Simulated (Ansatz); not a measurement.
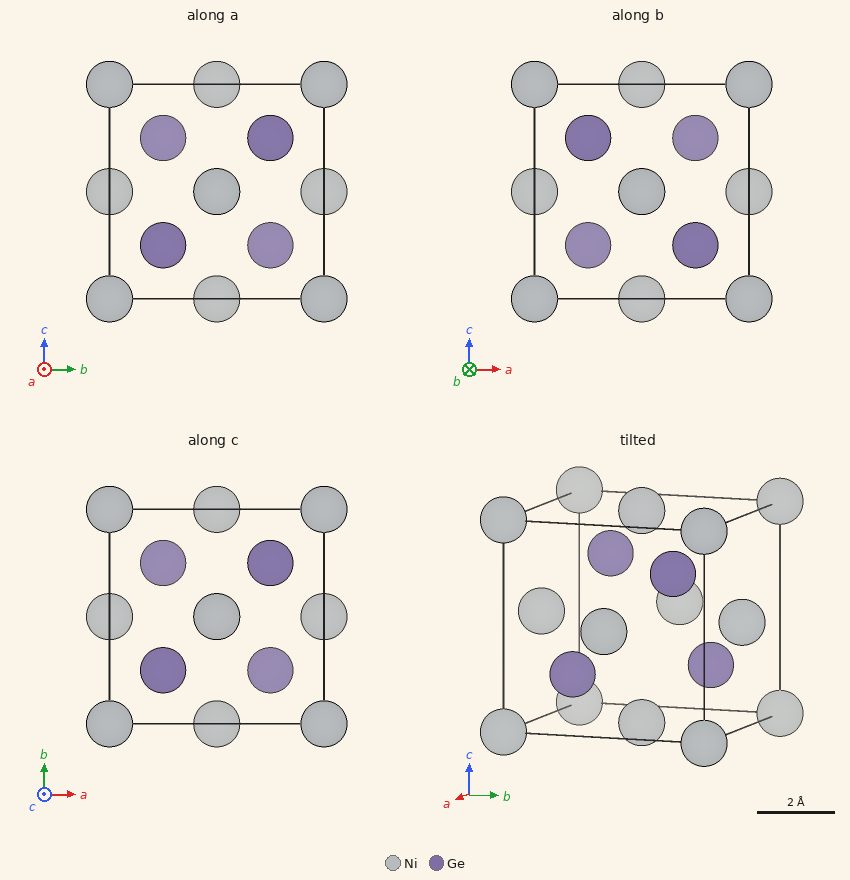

Drawn in the spheres-only manner and seen along the a axis, along the b axis, along the c axis and slightly off an axis. Lines trace the edges of the conventional unit cell.

Lattice parameters: a = 5.5937 Å, b = 5.5937 Å, c = 5.5937 Å, α = 90.000°, β = 90.000°, γ = 90.000°.

**Express the structure as a CIF in P1 with every atom of the cell.**

```cif
data_structure
_symmetry_space_group_name_H-M 'P 1'
_symmetry_Int_Tables_number 1
_cell_length_a 5.5937
_cell_length_b 5.5937
_cell_length_c 5.5937
_cell_angle_alpha 90.000
_cell_angle_beta 90.000
_cell_angle_gamma 90.000
_cell_volume 175.03
loop_
_atom_site_label
_atom_site_type_symbol
_atom_site_fract_x
_atom_site_fract_y
_atom_site_fract_z
_atom_site_occupancy
Ni1 Ni 0.0000 0.0000 0.0000 1
Ge1 Ge 0.2500 0.2500 0.7500 1
Ni2 Ni 0.0000 0.5000 0.5000 1
Ge2 Ge 0.2500 0.7500 0.2500 1
Ni3 Ni 0.5000 0.0000 0.5000 1
Ge3 Ge 0.7500 0.2500 0.2500 1
Ni4 Ni 0.5000 0.5000 0.0000 1
Ge4 Ge 0.7500 0.7500 0.7500 1
```

The model was built from a structure type filled with these elements by a generator (whether the compound takes this form wasn't checked). Earlier steps of the study, as a rule a relaxation of our own, may have changed the cell and positions, so they can lie some per cent off the listed ones. It was the input of a calculation with Ansatz.

At this level of theory the run's own cell isn't at rest (stretched, at -11 GPa), so its distances can differ from those at equilibrium, the more so the softer the solid.
